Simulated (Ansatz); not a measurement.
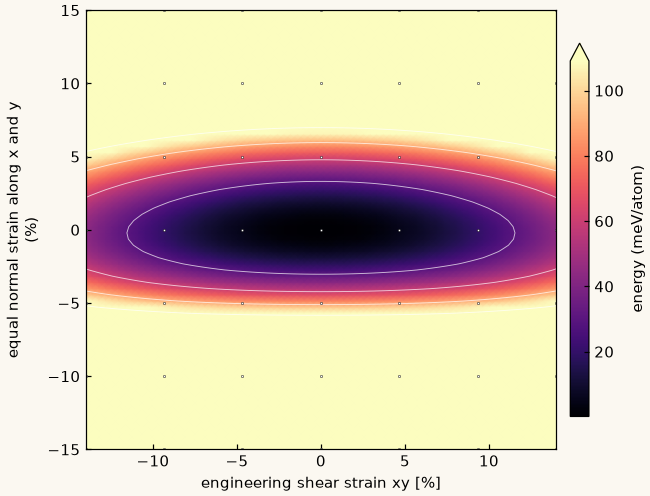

Si (I4/mmm, No. 139; 4 atoms in the cell). 
- The energy is mapped over two homogeneous strains (x along [1 0 0], y along [0 1 0], z along [0 0 1] of the conventional cell).
- First axis: engineering shear strain xy. Second axis: equal normal strain along x and y.
- Nothing is relaxed (fractional coordinates fixed).
- The scan uses a 7 × 7 grid; 28 points were computed and 21 follow by symmetry.
- Points are written as (first, second).
- Energies: meV/atom, counted from the lowest grid point.
- The band gap closes in part of the range.
- All numbers below come from Ansatz 0.2.0, DFT PBEsol, scalar-relativistic, plane waves, PAW. Settings: cutoff 420 eV, k-mesh 10×10×10, gaussian smearing 0.03 eV, no spin polarisation.

In the figure: a smooth colour map with a few white contour lines, dots at the grid points, one colour for all values above the top of the scale. Between grid points the surface is interpolated.

Where is the minimum, and how stiff is the crystal against these two strains (in GPa)?

The interpolated minimum is at 0.0 % and 0.0 %. Divided by the cell volume of 84.7 Å³, the second derivatives of the energy there are about 35 GPa along the first strain and 450 GPa along the second, with a cross term of about 0 GPa (clamped ions). Round the minimum the two coordinates are nearly uncoupled.

PAW datasets: the set soft_1.
